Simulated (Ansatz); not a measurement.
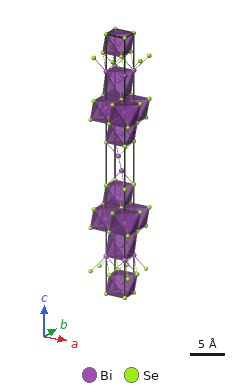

Starting structure of crystalline Bi4Se3 (built on the database_166 type) (coarse preliminary run). The picture is a polyhedral view of the conventional cell (3 times the calculation's cell), seen slightly off an axis. Lengths and directions refer to the drawn axes.

Case: structure reported for this formula (R-3m, No. 166).

Computed with Ansatz 0.2.0, DFT r2SCAN, scalar-relativistic, plane waves, PAW.

Input file:
```yaml
crystal:
  lattice:
    - [2.1350003304, 1.2326430154, 13.33333]
    - [-2.1350003304, 1.2326430154, 13.33333]
    - [0.0, -2.4652860309, 13.33333]
  atoms:
    - { symbol: Bi, position: [0.1445, 0.1445, 0.1445] }
    - { symbol: Bi, position: [0.8555, 0.8555, 0.8555] }
    - { symbol: Bi, position: [0.287, 0.287, 0.287] }
    - { symbol: Bi, position: [0.713, 0.713, 0.713] }
    - { symbol: Se, position: [0.417, 0.417, 0.417] }
    - { symbol: Se, position: [0.583, 0.583, 0.583] }
    - { symbol: Se, position: [0.0, 0.0, 0.0] }
basis:
  ecutwfc: 500
kpoints:
  mp_grid: { grid: [6, 6, 6] }
hamiltonian:
  xc: r2scan
scf:
  occupations: { method: gaussian, width: 0.1 }
  lower_state_search: "off"
output:
  forces: true
  stress: true
  eigenvalues: true
relax:
  adjacent_minimum: "off"
  f_tol: 0.04
  max_steps: 70
  cell: { stress_tol: 0.4 }
```

Launched with:
```bash
ansatz run input.yaml --threads 4 --pin off --max-ram 10240MiB --backend cpu --events-out ev --progress --plain --runs-dir out
```

### Where does the relaxation end?

The largest moves relative to the cell, 0.12 Å, are those of Se5 and Se6. Se5 goes along −c. Largest moves by element: Se 0.12 Å, Bi 0.07 Å. The volume changes by +5.0 %, with a = b 4.270 → 4.287 Å (+0.4 %), c 40.000 → 41.672 Å (+4.2 %). Some distances before and after: Bi1–Se5 3.464 → 3.679 Å, Bi1–Bi2 3.037 → 3.009 Å, Bi3–Se7 3.084 → 3.103 Å, Bi3–Se6 2.882 → 2.893 Å. The space group stays R-3m (No. 166). After 5 accepted moves (6 points after the start) the energy has fallen by 69.7 meV per cell of the calculation. Largest force component: 0.47 eV/Å at the start, 0.0036 eV/Å at the end. Pressure: 1.16 GPa at the start and 0.01 GPa at the end. At 1 point the geometry stayed and the basis and grid were re-selected for the new cell (energy shift of 1.6 meV per cell of the calculation at most each time). The run took 51 s on 4 threads of Intel(R) Xeon(R) 6975P-C (Granite Rapids) (shared host), peak memory 1.4 GiB.

After the run, drawn alike:

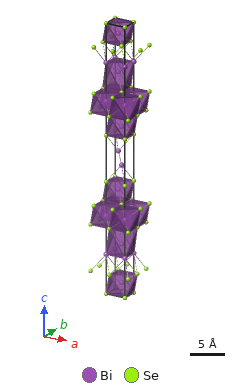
